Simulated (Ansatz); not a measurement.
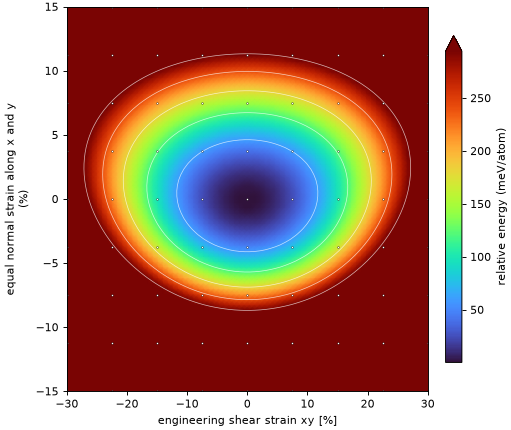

Si (Cmcm, No. 63; 12 atoms in the cell). The energy is mapped over two homogeneous strains (x along [1 0 0], y along [0 1 0], z along [0 0 1] of the conventional cell). The first coordinate is: engineering shear strain xy; the second: equal normal strain along x and y. Nothing is relaxed (fractional coordinates fixed). Grid: 9 × 9 points; 45 points were computed and 36 follow by symmetry. Points are written as (first, second). All energies are given in meV/atom relative to the lowest grid point. The band gap closes in part of the range. These are results of DFT LDA, scalar-relativistic, plane waves, PAW in Ansatz 0.2.0, not measurements. Settings: cutoff 420 eV, k-mesh 10×10×4 in the order of the run's cell vectors, gaussian smearing 0.03 eV, no spin polarisation.

Drawn: a smooth colour map with a few white contour lines, dots at the grid points, one colour for all values above the top of the scale. Between grid points the surface is interpolated.

Where is the minimum, and how stiff is the crystal against these two strains (in GPa)?

The interpolated minimum is at 0.0 % and 0.0 %. Divided by the cell volume of 254.1 Å³, the second derivatives of the energy there are about 67 GPa along the first strain and 480 GPa along the second, with a cross term of about 0 GPa (clamped ions). Round the minimum the two coordinates are nearly uncoupled.

PAW datasets: the set soft_1.
